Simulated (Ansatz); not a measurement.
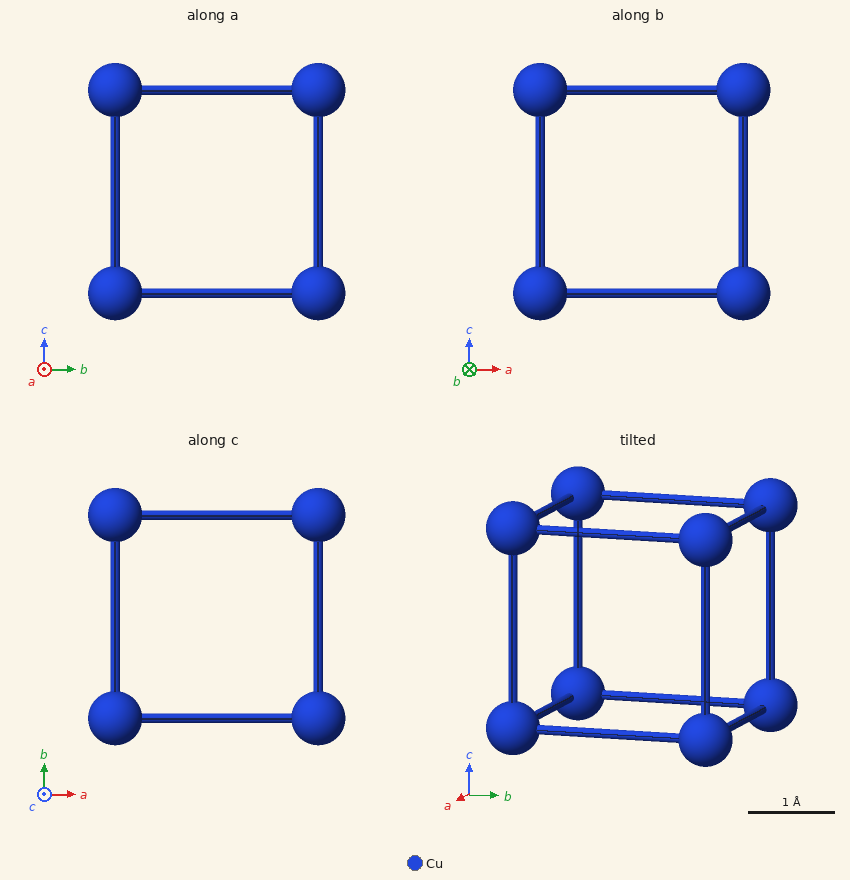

Shown here is a ball-and-stick view of the crystal, taken along the a axis, along the b axis, along the c axis and slightly off an axis. Thin lines show the conventional unit cell, with boundary atoms drawn in all their periodic places.

Lattice parameters: a = 2.3692 Å, b = 2.3692 Å, c = 2.3692 Å, α = 90.000°, β = 90.000°, γ = 90.000°.

> Transcribe the picture into a CIF with its space group and independent sites.

```cif
data_structure
_symmetry_space_group_name_H-M 'P m -3 m'
_symmetry_Int_Tables_number 221
_cell_length_a 2.3692
_cell_length_b 2.3692
_cell_length_c 2.3692
_cell_angle_alpha 90.000
_cell_angle_beta 90.000
_cell_angle_gamma 90.000
_cell_volume 13.30
loop_
_atom_site_label
_atom_site_type_symbol
_atom_site_symmetry_multiplicity
_atom_site_Wyckoff_symbol
_atom_site_fract_x
_atom_site_fract_y
_atom_site_fract_z
_atom_site_occupancy
Cu1 Cu 1 a 0.0000 0.0000 0.0000 1
```

The structure comes from a textbook structure type filled with this element (whether it is the usual form wasn't checked). Relaxation method: DFT r2SCAN, scalar-relativistic, plane waves, PAW (Ansatz).
